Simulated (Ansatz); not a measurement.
## Run report: Rb, geometry relaxation

Rb (P6₃/mmc, 2 atoms in the cell), computed with DFT PBEsol, scalar-relativistic, plane waves, PAW, no spin polarisation (Ansatz 0.2.0).

The structure was made by swapping elements on the sites of another compound; it need not be a known phase. It belongs to a series of runs on one base structure; here: Sr -> Rb on all its sites, cell and atoms relaxed. Figures and captions count atoms from 1; the log counts them from 0 in places.

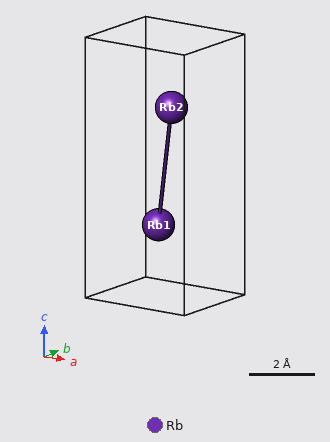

Fig. 1: The structure as given in the input (ball-and-stick view of the cell of the calculation, seen slightly off an axis; atoms are numbered from 1 in the order of the input). An atom can appear more than once, as a periodic image.

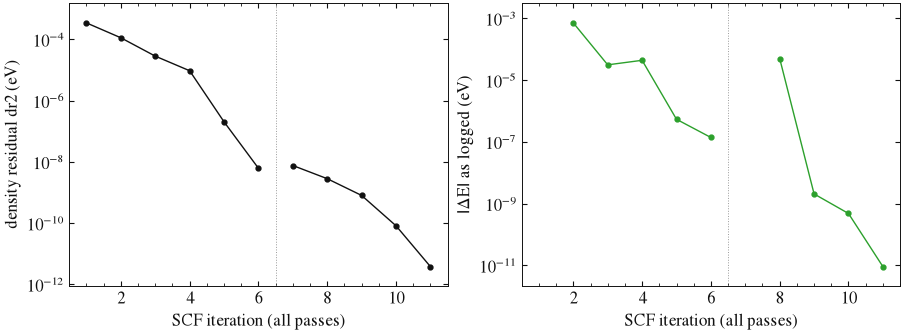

Fig. 2: Convergence of the self-consistent field: density residual dr2 and size of the energy change against the SCF iteration. The dotted lines part the SCF passes of the relaxation: geometry steps, rejected trials and re-solves on a re-selected basis. The passes take 6 and 5 iterations.

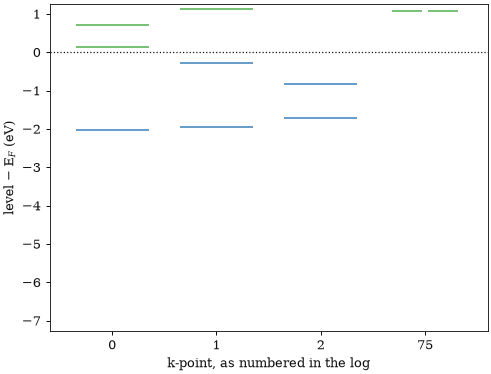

Fig. 3: Kohn–Sham levels near the Fermi level (dotted) at the few k-points that the log prints; levels within 0.02 eV of each other stand side by side. The system is metallic on the full mesh.

The input that produced these results follows, with the program's output.

Input file:
```yaml
crystal:
  lattice:
    - [4.9663491853, 0.0, 0.0]
    - [-2.4831745927, 4.3009845586, 0.0]
    - [0.0, 0.0, 8.0972585833]
  atoms:
    - { symbol: Rb, position: [0.3333333333, 0.6666666667, 0.25] }
    - { symbol: Rb, position: [0.6666666667, 0.3333333333, 0.75] }
basis:
  ecutwfc: 420
kpoints:
  mp_grid: { grid: [12, 12, 6] }
hamiltonian:
  xc: pbesol
scf:
  occupations: { method: gaussian, width: 0.1 }
output:
  forces: true
  stress: true
  eigenvalues: true
relax:
  adjacent_minimum: "off"
  f_tol: 0.01
  max_steps: 60
  cell: { stress_tol: 0.1 }
```

Run as:
```bash
ansatz run input.yaml --threads 1 --pin off --max-ram 2560MiB --backend cpu --events-out ev --progress --plain --runs-dir out
```

Output:
```
Engine: ansatz 0.2.0, aarch64-unknown-linux-gnu
Pseudopotentials: kind: paw
Pseudopotential: Rb, paw, valence charge 9, recommended cutoff 420 eV (normal), Rb.paw.azcp
Functional definition: PBEsol
  exchange = pbesol_x
  correlation = pbesol_c
Crystal: 2 atoms, lattice volume = 172.959 Å³
Basis set: ecut = 420 eV, 3393 PW (Γ), exchange–correlation on 72×72×120 points (8 copies of the dense FFT grid, shifted against one another)
Bands: 13, of which v1, the nominal top of the filled ones, is band 9 counted from 1 (8 counted from 0)
Symmetry: 24 space group operations
Space group: P63/mmc (ITA 194), of the structure as read, at distance tolerance 5.6e-5 Å
k-points: 76 of 864
Non-local potential: Rb, projectors of the file, l = 0: 3, l = 1: 2, l = 2: 2
PAW form: soft (Blöchl's): semilocal exchange-correlation on the pseudo side does not see the compensation charge
PAW frozen core: Rb, regenerated for the run's functional, and the local potential with it (the file was generated under x = pbe(κ = 0.804, μ = 0.2195149727645171), c = pbe(β = 0.06672455060314922))
PAW one-centre angular grid: Rb, 110 points (default); XC on 64 Gauss nodes
Initial density: superposition of atomic densities (neutral atoms: chi_scale 0, normalization atom), corrected by the library's trained network
Initial wavefunctions: pseudopotential atomic-orbital guess
Functional: x = pbesol(κ = 0.804, μ = 0.12345679012345678), c = pbesol(β = 0.046)
SCF iter   1: F=—  HF=-6433.991301 eV  |F-HF|=—  |Δ(HF+E_count)|=         —  Δρ=6.11e-4  dr2=3.43e-4  ethr=1.77e-3  ⟨swp⟩=7.3  Hψ=6588  notcnv=0
preconditioner: auto → Kerker (q_TF=auto, 1.871 Å⁻¹)  [metal: Δε(μ)=0.020 eV  Ē_g=2.293 eV  σ=0.100 eV  W_gap=0.11  n_scr=22 (ndim 8)  ℏωp=4.0 eV  f_vac=0.000  D(μ)=1.78/eV (n_scr^D=2)]
SCF iter   2: F=—  HF=-6433.992011 eV  |F-HF|=—  |Δ(HF+E_count)|=   7.10e-4  Δρ=2.72e-4  dr2=1.12e-4  ethr=1.90e-6  ⟨swp⟩=3.5  Hψ=2728  notcnv=0
SCF iter   3: F=—  HF=-6433.992042 eV  |F-HF|=—  |Δ(HF+E_count)|=   3.11e-5  Δρ=8.20e-5  dr2=2.82e-5  ethr=6.22e-7  ⟨swp⟩=2.0  Hψ=1670  notcnv=0
SCF iter   4: F=—  HF=-6433.991998 eV  |F-HF|=—  |Δ(HF+E_count)|=   4.36e-5  Δρ=4.02e-5  dr2=9.40e-6  ethr=1.56e-7  ⟨swp⟩=1.0  Hψ=983  notcnv=0
SCF iter   5: F=—  HF=-6433.991999 eV  |F-HF|=—  |Δ(HF+E_count)|=   5.36e-7  Δρ=1.23e-5  dr2=2.02e-7  ethr=5.22e-8  ⟨swp⟩=1.5  Hψ=1215  notcnv=0
SCF iter   6: F=-6433.991999 eV  HF=-6433.991999 eV  |F-HF|=5.30e-9  |Δ(HF+E_count)|=   1.38e-7  Δρ=2.25e-6  dr2=6.16e-9  ethr=5.56e-10  ⟨swp⟩=6.9  Hψ=5728  notcnv=0
SCF 1 converged in 6 iterations: F = -6433.991999 eV  dr2 = 6.16e-9
  greatest PAW one-centre occupation: 0.975 electrons in one spin orbital (limit 2), on the Rb atom at site 1 (counted from 0), in its partial waves of l = 0
relax step   1: F+E_penalty+E_count = -6433.99199876 eV  Δ(F+E_penalty+E_count) = +0.000e0 eV  max|allowed force component| = 5.204e-18 eV/Å  Δτ_max = 0.0000 Å  P = +0.005 GPa  Ω = 172.959 Å³  (6 SCF iters, dr2 threshold 1.00e-7 eV, accepted)
Initial density: handed on by an earlier stage of this run
Initial wavefunctions: pseudopotential atomic-orbital guess (no wavefunctions were taken with the density)
iter 1 solved again at ethr=2.47e-7 eV; its pass at ethr=3.10e-3 eV (dr2=4.45e-5 eV) is discarded
SCF iter   1: F=—  HF=-6433.992049 eV  |F-HF|=—  |Δ(HF+E_count)|=         —  Δρ=2.78e-6  dr2=7.57e-9  ethr=2.47e-7  ⟨swp⟩=3.4  Hψ=9805  notcnv=0
eigensolver tolerance schedule: the retry pair's looser diagonalisation over-reported the residual by 5871.31 of it (diagonalisation noise at 0.88 of the residual, at the tolerance the schedule requests for it); recorded, not acted on — ethr = c·dr2/N_el stays at c = 1.0e-1
preconditioner: auto → Kerker (q_TF=auto, 1.871 Å⁻¹)  [metal: Δε(μ)=0.020 eV  Ē_g=2.294 eV  σ=0.100 eV  W_gap=0.11  n_scr=22 (ndim 8)  ℏωp=4.0 eV  f_vac=0.000  D(μ)=1.78/eV (n_scr^D=2)]
SCF iter   2: F=—  HF=-6433.991999 eV  |F-HF|=—  |Δ(HF+E_count)|=   4.98e-5  Δρ=1.19e-6  dr2=2.81e-9  ethr=4.21e-11  ⟨swp⟩=3.1  Hψ=2256  notcnv=0
SCF iter   3: F=—  HF=-6433.991999 eV  |F-HF|=—  |Δ(HF+E_count)|=   2.05e-9  Δρ=5.06e-7  dr2=7.98e-10  ethr=1.56e-11  ⟨swp⟩=1.7  Hψ=1066  notcnv=0
SCF iter   4: F=—  HF=-6433.991999 eV  |F-HF|=—  |Δ(HF+E_count)|=  4.77e-10  Δρ=1.51e-7  dr2=8.15e-11  ethr=4.43e-12  ⟨swp⟩=1.8  Hψ=1096  notcnv=0
SCF iter   5: F=-6433.991999 eV  HF=-6433.991999 eV  |F-HF|=0.00e0  |Δ(HF+E_count)|=  9.09e-12  Δρ=4.67e-8  dr2=3.79e-12  ethr=1.00e-12  ⟨swp⟩=4.7  Hψ=4112  notcnv=0
SCF 2 converged in 5 iterations: F = -6433.991999 eV  dr2 = 3.79e-12
relax step   2: F+E_penalty+E_count = -6433.99199876 eV  Δ(F+E_penalty+E_count) = -5.348e-10 eV  max|allowed force component| = 2.313e-18 eV/Å  Δτ_max = 0.0000 Å  P = +0.005 GPa  Ω = 172.959 Å³  stress off target by 7.56e-3 GPa  SCF on the basis re-selected at this cell (its energy is not comparable with the rows above)  (5 SCF iters)
basis re-selected at this cell: Δ(F+E_penalty+E_count) = -5.348e-10 eV, ΔP = +0.000 GPa vs the last step (what re-selecting the basis moved, of the pressure what is left beyond the Pulay correction that the steps carried, after the strain that the cell walked since its last selection, with what the two solves' SCF thresholds leave and, on support functions, any second-order correction that the steps lacked; it is no measure of the basis error at this ecutwfc). This SCF's stress stands 7.56e-3 GPa from its target on what of the cell is left free (relax.cell.stress_tol is 1.00e-1 GPa) and its largest allowed force component is 2.31e-18 eV/Å (relax.f_tol is 1.00e-2 eV/Å): within both
SCF converged after 5 iterations
Free energy (F): -6433.991999 eV
Harris-Foulkes:  -6433.991999 eV  (|F-HF|=0.00e0)
Internal energy: -6433.983105 eV  (E = F + TS)
E sigma→0 (E₀):  -6433.987552 eV
Entropy (-TS):   -0.008894 eV (-4.447 meV/atom)
Fermi energy:    2.070593 eV
--- Per-component energies (eV) ---
  E_band       = -234.070983
  E_kinetic    = 381.761769
  E_local      = -1399.615671  (includes V_loc(G=0)·N_el)
  E_nonlocal   = 350.349888
  E_hartree    = 389.154492
  E_xc         = -255.553040
  E_vxc        = -268.604077  (∫ρ·V_xc dr)
  E_paw        = -5138.562828  (= ΣΔE_a)
  E_vpaw       = -76.271864  (= ΣTr[D̂ρ^β])
  E_aug_tail   = -0.000002  (compensation charges beyond the density's cutoff)
  E_ewald      = -761.765053
  E_core_change = 0.247341  (= ΣΔE_core)
  E_smearing   = -0.008894  (= −TS)
  E_closure    = 0.000000  (closes the sum)
  Σ components = -6433.991999   (vs F -6433.991999, Δ=0.00e0)
--- Forces (eV/Å), atoms counted from 1 ---
  atom   1  Rb     0.00000000    -0.00000000     0.00000000
  atom   2  Rb    -0.00000000    -0.00000000     0.00000000
  max |Σ_I F_I| component: 2.31e-18 eV/Å
--- Stress (GPa, compression-positive) ---
        0.007563       0.000000       0.000000
        0.000000       0.007563       0.000000
        0.000000       0.000000       0.000129
  P = ⅓ Tr σ = 0.0051 GPa (0.051 kbar)
--- Band table (eV; the first three rows and the last of 76) ---
  k-point 0: bands = ["-26.7313", "-26.7263", "-10.8858", "-10.7877", "-10.7877", "-10.7721", "-10.7721", "-10.7714", "0.0446", "2.2123", "2.7839", "5.6042", "5.6042"]
  k-point 1: bands = ["-26.7309", "-26.7267", "-10.8784", "-10.7867", "-10.7867", "-10.7793", "-10.7731", "-10.7731", "0.1262", "1.8012", "3.2067", "5.4998", "5.5851"]
  k-point 2: bands = ["-26.7300", "-26.7276", "-10.8578", "-10.8006", "-10.7838", "-10.7838", "-10.7760", "-10.7760", "0.3656", "1.2405", "3.8180", "5.0288", "5.5779"]
  k-point 75: bands = ["-26.7252", "-26.7252", "-10.8626", "-10.8626", "-10.8397", "-10.8397", "-10.7927", "-10.7927", "3.1523", "3.1523", "3.3719", "3.3719", "3.3860"]
--- Relaxed structure (1 steps of the walk, 1 accepted, 1 SCFs on fresh bases) ---
  F+E_penalty+E_count = -6433.99199876 eV   max|allowed force component| = 2.313e-18 eV/Å   (the final SCF, on the basis selected at the relaxed cell)
  cell:  # Å, volume = 172.9590 Å³
    - [4.966349185338133, 2.8867451068506418e-11, 0.0]
    - [-2.4831745926940667, 4.300984558552542, 0.0]
    - [0.0, 0.0, 8.0972585833]
  atoms:
    - { symbol: Rb, position: [0.3333333333333333, 0.6666666666666666, 0.25] }
    - { symbol: Rb, position: [0.6666666666666666, 0.3333333333333333, 0.7500000000000001] }
```

Trajectory as extended XYZ (Å, eV, eV/Å), 2 frames, from step=1 to step=2:
```
2
Lattice="4.9663 0.0000 0.0000 -2.4832 4.3010 0.0000 0.0000 0.0000 8.0973" Properties=species:S:1:pos:R:3:forces:R:3 step=1 energy=-6433.99200 pressure_GPa=0.01
Rb    0.0000    2.8673    2.0243    0.0000   0.0000   0.0000
Rb    2.4832    1.4337    6.0729    0.0000   0.0000   0.0000
2
Lattice="4.9663 0.0000 0.0000 -2.4832 4.3010 0.0000 0.0000 0.0000 8.0973" Properties=species:S:1:pos:R:3:forces:R:3 step=2 energy=-6433.99200 pressure_GPa=0.01
Rb    0.0000    2.8673    2.0243    0.0000   0.0000   0.0000
Rb    2.4832    1.4337    6.0729    0.0000   0.0000   0.0000
```

Results in brief:

```csv
quantity,value
outcome,converged
space group (tolerance 0.01 Å),P6₃/mmc (194)
electrons treated,18
free energy,−6433.9920 eV
Fermi energy,2.071 eV
gap on the k-point mesh,none (metallic)
pressure,0.01 GPa
final volume,172.96 Å³
largest force (length of the vector) at the end,under 0.001 eV/Å
final cell,"a = 4.966 Å, b = 4.966 Å, c = 8.097 Å, α = 90.00°, β = 90.00°, γ = 120.00°"
hardware,"1 thread of Arm Neoverse V2, 24 GiB of memory available, shared host"
wall time,16 s
peak memory,0.47 GiB
```
